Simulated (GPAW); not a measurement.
# How GaP absorbs and reflects light

Aim: the dielectric function of GaP, and the optical constants that follow from it.

Method: DFT, PBE, plane-wave PAW (GPAW data sets), scalar-relativistic, RPA, optical limit, in GPAW 26.7.0.

## (1) The starting structure

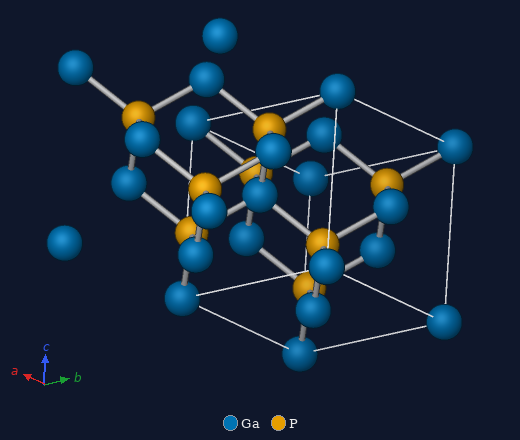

The starting structure, seen from a free direction (gallium blue, phosphorus orange). 2×1×1 cells are drawn. This picture shows the conventional cell, with its axes. Bonds to atoms that aren't drawn are left out. Some periodic images of atoms are drawn too.

Coordinates:

```xyz
2
Lattice="0.0000 2.7252 2.7252 2.7252 0.0000 2.7252 2.7252 2.7252 0.0000" Properties=species:S:1:pos:R:3 pbc="T T T"
Ga    0.0000    0.0000    0.0000
P     4.0879    4.0879    4.0879
```

## (2) Bands for the response

At the fixed density, many empty bands are solved on the mesh of the response, since the spectrum sums over them.

This step: DFT, PBE, plane-wave PAW (GPAW data sets), scalar-relativistic, bands at fixed density (GPAW 26.7.0).

Input file nscf.py:

```python
from ase.dft.bandgap import bandgap
from gpaw import GPAW, FermiDirac

calc = GPAW('gs.gpw').fixed_density(kpts={'size': (13, 13, 13), 'gamma': True}, nbands=34, convergence={'bands': 28},
                                    occupations=FermiDirac(0.001), txt='nscf.txt')
print('gap (eV)', bandgap(calc, output=None)[0])
print('direct gap (eV)', bandgap(calc, direct=True, output=None)[0])
print('top band over the Fermi level (eV)', min(calc.get_eigenvalues(kpt=k)[27] for k in range(len(calc.get_ibz_k_points()))) - calc.get_fermi_level())
calc.write('full.gpw', mode='all')
```

Started as:

```console
OMP_NUM_THREADS=1 python nscf.py
```

Numbers of over 12 decimals in the logs are rounded to 6 here.

What it wrote:

```text
Diagonalizing LCAO Hamiltonian
Converting LCAO to pw mode
convergence criteria:
- Maximum integral of absolute [eigenst]ate change: 4e-08 eV^2 / valence electron
maximum number of iterations: 150

SCF iterations
|iter     |      energy | eigst |  dens |
|iter:   1||             | +3.62 |       |
|iter:   2||             | +1.86 |       |
|iter:   3||             | -0.20 |       |
|iter:   4||             | -1.69 |       |
|iter:   5||             | -3.42 |       |
|iter:   6||             | -4.79 |       |
|iter:   7||             | -6.36 |       |
|iter:   8||             | -7.21 |       |
|iter:   9||             | -7.92c|       |
SCF steps: 9
  __  _  _
 | _ |_)|_||  |
 |__||  | ||/\| - 26.7.0

Versions:
  Python: 3.12.14
  ASE:    3.29.0
  Numpy:  2.5.5
  Scipy:  1.18.1
  Libxc:  7.0.0

Input parameters:
  mode=PW(ecut=550.0),
  convergence={'bands': 28},
  gpts=array([21, 21, 21]),
  kpts=MonkhorstPack(size=(13, 13, 13), gamma=True),
  maxiter=150,
  nbands=34,
  occupations=Occupations(name='fermi-dirac', width=0.001, fixmagmom=False),
  parallel={},
  xc=XC(name='PBE')

--- standard output ---
gap (eV) 1.633598
direct gap (eV) 1.894894
top band over the Fermi level (eV) 28.831290
```

Wall time 61 s (1 thread of Arm Neoverse V1, shared host); peak memory 0.21 GiB.

Numbers from this step:

```
gap on the k-mesh      : 1.634 eV
direct gap on the mesh : 1.895 eV
```

## (3) Dielectric function, RPA

Transitions between filled and empty bands, summed over the zone, give the optical response, so mesh, band count and broadening shape it.

The induced potential is part of this response.

This step: DFT, PBE, plane-wave PAW (GPAW data sets), scalar-relativistic, RPA, optical limit (GPAW 26.7.0).

Input file df.py:

```python
from gpaw.response.df import DielectricFunction

df = DielectricFunction('full.gpw', frequencies={'type': 'nonlinear', 'domega0': 0.03, 'omega2': 8},
                        ecut=70,
                        eta=0.12,
                        nbands=28,
                        txt='df.txt')
for direction in ['x']:
    df.get_dielectric_function(xc='RPA', direction=direction, filename=f'df_{direction}.csv')
```

Started as:

```console
OMP_NUM_THREADS=1 python df.py
```

What it wrote:

```text
Using integrator: PointIntegrator
NonLinearFrequencyDescriptor(from 0.000 to 46.548 eV, 456 points)
Nonperiodic BCs:  [False False False]
Using integrator: PointIntegrator
NonLinearFrequencyDescriptor(from 0.000 to 46.548 eV, 456 points)
Nonperiodic BCs:  [False False False]

Calculating chi0 body with:
    Ground state adapter containing:
    Number of spins: 1
    Number of kpoints: 2197
    Number of irreducible kpoints: 84
    Number of completely occupied states: 4
    Number of partially occupied states: 4

    Linear response parametrization:
    q_c: [0.0, 0.0, 0.0]
    Number of frequency points: 456
    Planewave cutoff: 70.0
    Number of bands: 28
    Number of planewaves: 59
    Broadening (eta): 0.12

Integrating chi0 body.

Symmetries of q_c:
    Direct symmetries (Uq -> q): 24
    Indirect symmetries (TUq -> q): 24
In total 48 allowed symmetries.

84 groups of equivalent kpoints. 96.176604% reduction.

Integral kind: spectral function

Calculating chi0 optical extensions with:
    Ground state adapter containing:
    Number of spins: 1
    Number of kpoints: 2197
    Number of irreducible kpoints: 84
    Number of completely occupied states: 4
    Number of partially occupied states: 4

    Linear response parametrization:
    Number of frequency points: 456
    Planewave cutoff: 70.0
    Number of bands: 28
    Number of planewaves: 59
    Broadening (eta): 0.12
Integrating chi0 head and wings.

Symmetries of q_c:
    Direct symmetries (Uq -> q): 24
    Indirect symmetries (TUq -> q): 24
In total 48 allowed symmetries.

84 groups of equivalent kpoints. 96.176604% reduction.

Integral kind: spectral function wings
```

Elapsed: 7.9 s, on 1 thread; peak memory 0.27 GiB.

This step gave:

- electronic dielectric constant ε∞, mean over x, y and z (by symmetry where fewer were run): 9.401
- main peak of Im epsilon, first axis: 4.462 eV

Some rows of df_x.csv (energy; Re and Im without local fields; Re and Im with them):

```text
0.000000, 10.563575, -0.000000, 9.400877, 0.000000
0.429336, 10.670381, 0.060970, 9.493178, 0.052712
0.878195, 11.034631, 0.139086, 9.808434, 0.120566
1.347938, 11.802590, 0.273039, 10.476389, 0.238822
1.840057, 13.314289, 0.965717, 11.795400, 0.896136
2.356191, 16.346963, 2.470896, 14.401709, 2.223969
2.898142, 14.482964, 10.513804, 12.650068, 9.564173
3.467895, 15.053480, 11.577816, 12.634566, 9.932586
4.067647, 15.159670, 19.992956, 12.786755, 15.212482
4.699832, 0.637111, 16.640144, 1.437924, 13.568531
5.367152, -7.437978, 11.300261, -6.322137, 10.939265
6.072622, -5.451229, 7.612507, -4.284579, 6.906934
6.819608, -7.173293, 5.445314, -5.979986, 6.438604
7.611886, -3.857481, 3.764401, -3.004191, 3.676909
8.453705, -2.624922, 2.510467, -2.085373, 2.303962
9.349861, -2.590643, 1.777899, -2.065773, 2.006216
10.305790, -2.211151, 1.411218, -1.658263, 1.823152
11.327680, -1.483965, 0.845377, -1.217544, 1.080200
12.422601, -1.009968, 0.638783, -0.759175, 0.780395
13.598673, -0.653173, 0.436432, -0.470217, 0.565802
```

The Im ε, E ∥ x has structure finer than the step of the table below, so its rows give means over 1 eV, whole bins alone (the curve runs from 0 to 14.0 eV). Peaks (eV: height): 2.9: 10.1, 4.5: 21.8, 5.1: 19.6, 6.7: 8.99.

Values under the direct gap are tails of Lorentzian lines. Im ε, E ∥ x against photon energy; means over each step:

| photon energy (eV) | Im ε, E ∥ x |
| --- | --- |
| 1 | 0.156 |
| 2 | 1.17 |
| 3 | 7.56 |
| 4 | 14.6 |
| 5 | 15.4 |
| 6 | 7.67 |
| 7 | 5.43 |
| 8 | 2.86 |
| 9 | 2.31 |
| 10 | 1.70 |
| 11 | 1.17 |
| 12 | 0.822 |
| 13 | 0.615 |

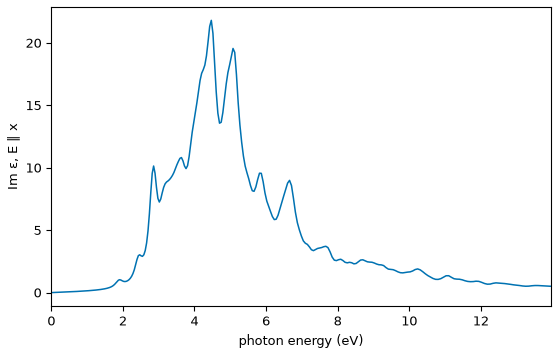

Im ε, E ∥ x, plotted against photon energy.

The Re ε, E ∥ x by photon energy:

| photon energy (eV) | Re ε, E ∥ x |
| --- | --- |
| 0 | 9.40 |
| 1 | 9.94 |
| 2 | 12.0 |
| 3 | 12.5 |
| 4 | 13.2 |
| 5 | 1.04 |
| 6 | -4.65 |
| 7 | -5.11 |
| 8 | -2.70 |
| 9 | -2.02 |
| 10 | -1.40 |
| 11 | -1.10 |
| 12 | -1.03 |
| 13 | -0.687 |

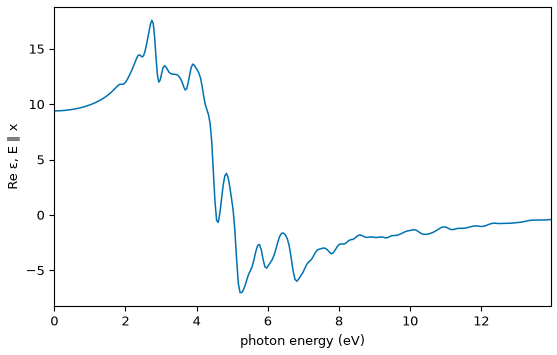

Re ε, E ∥ x against photon energy.

The reflectivity at normal incidence, E ∥ x has structure finer than the step of the table below, so its rows give means over 1 eV, whole bins alone (the curve runs from 0 to 14.0 eV). Peaks (eV: height): 4.5: 53.3, 5.2: 60.2, 6.0: 54.9, 7.0: 62.2, 7.8: 58.1, 10.7: 54.3, 12.1: 52.7.

Reflectivity at normal incidence, E ∥ x against photon energy; means over each step:

| photon energy (eV) | reflectivity at normal incidence, E ∥ x (%) |
| --- | --- |
| 1 | 27.0 |
| 2 | 31.3 |
| 3 | 37.6 |
| 4 | 43.4 |
| 5 | 52.9 |
| 6 | 49.6 |
| 7 | 56.4 |
| 8 | 52.4 |
| 9 | 47.1 |
| 10 | 46.8 |
| 11 | 48.8 |
| 12 | 48.8 |
| 13 | 46.4 |

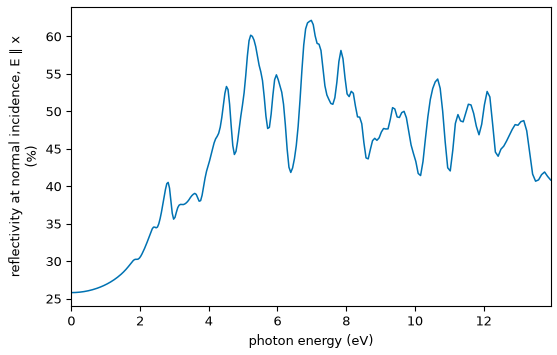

Reflectivity at normal incidence, E ∥ x, plotted against photon energy.

The Im ε, E ∥ x has structure finer than the step of the table below, so its rows give means over 1 eV, whole bins alone (the curve runs from 0 to 14.0 eV). Peaks (eV: height): without local fields 4.4: 26.8, 5.0: 21.5; with local fields 2.9: 10.1, 4.5: 21.8, 5.1: 19.6, 6.7: 8.99.

Values under the direct gap are tails of Lorentzian lines. Im ε, E ∥ x against photon energy; means over each step:

| photon energy (eV) | without local fields | with local fields |
| --- | --- | --- |
| 1 | 0.180 | 0.156 |
| 2 | 1.29 | 1.17 |
| 3 | 8.61 | 7.56 |
| 4 | 18.4 | 14.6 |
| 5 | 17.4 | 15.4 |
| 6 | 8.88 | 7.67 |
| 7 | 5.18 | 5.43 |
| 8 | 2.92 | 2.86 |
| 9 | 2.27 | 2.31 |
| 10 | 1.52 | 1.70 |
| 11 | 0.968 | 1.17 |
| 12 | 0.663 | 0.822 |
| 13 | 0.484 | 0.615 |

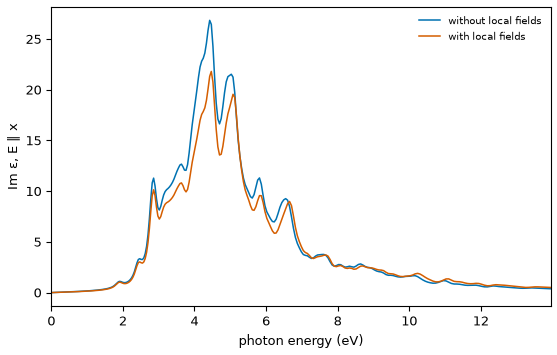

Im ε, E ∥ x, plotted against photon energy.

Values under the direct gap are tails of Lorentzian lines. Loss function −Im 1/ε at q → 0, E ∥ x against energy loss; read off at these points:

| energy loss (eV) | loss function −Im 1/ε at q → 0, E ∥ x |
| --- | --- |
| 0 | 0 |
| 1 | 0.00146 |
| 2 | 0.00639 |
| 3 | 0.0349 |
| 4 | 0.0379 |
| 5 | 0.0538 |
| 6 | 0.0958 |
| 7 | 0.0970 |
| 8 | 0.185 |
| 9 | 0.244 |
| 10 | 0.353 |
| 11 | 0.448 |
| 12 | 0.473 |
| 13 | 0.721 |

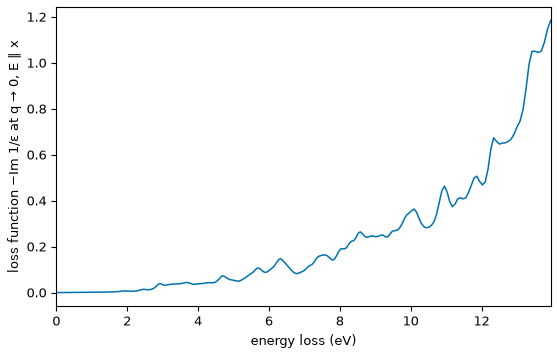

Loss function −Im 1/ε at q → 0, E ∥ x against energy loss.

From ε follow the optical constants at some laser and lamp lines:

| wavelength (nm) | n | k | R (%) | 1/α |
| --- | --- | --- | --- | --- |
| 1550 | 3.12 | 0.017 | 26.5 | 7.2 µm |
| 1064 | 3.19 | 0.029 | 27.3 | 3.0 µm |
| 800 | 3.31 | 0.052 | 28.7 | 1.2 µm |
| 633 | 3.45 | 0.143 | 30.3 | 353 nm |
| 450 | 4.26 | 0.816 | 39.9 | 44 nm |
| 365 | 3.78 | 1.252 | 38.0 | 23 nm |
| 248 | 3.13 | 2.955 | 51.5 | 6.7 nm |

Below the direct gap, k and the depth come from the tails of the Lorentzian lines, not from transitions.

Rows near the edge hang on the gap, which this functional as a rule makes too small, and phonon-assisted absorption is left out.

## (4) What came out

```
electronic dielectric constant ε∞, mean over x, y and z (by symmetry where fewer were run) (RPA) : 9.40
main peak of Im epsilon, first axis                                                              : 4.46 eV
```

In words: At this level (PBE, RPA) GaP has ε∞ = 9.40 and n = 3.12 at 1550 nm, and Im ε peaks at 4.5 eV. On the mesh the gap is 1.63 eV and the least direct gap 1.89 eV, so on this mesh the band edges lie at different points. Local fields change the static value along x from 10.56 to 9.40 (-11 %). Distinct maxima of Im ε, read by a parabola through the highest points, lie at 2.86 eV (10), 3.62 eV (11), 4.46 eV (22) and 5.08 eV (20). Excitons and phonon-assisted transitions are missing; PBE gaps are as a rule too small, which pulls the onset down and ε∞ up. The sum runs over mesh points, so small or evenly spaced maxima can still be ripples of the mesh.

[Machine, clock and banner lines and Python warnings are left out of the logs.]

[Logs are printed without paths, hosts, clocks, repeated set-up lines and the standing remarks that a program may print on its own settings, such as how far it seeks lower states.]

[Hosts, paths, dates, database ids (printed as entryN), source tags and the programs' standing remarks are cut or masked in the printed files.]
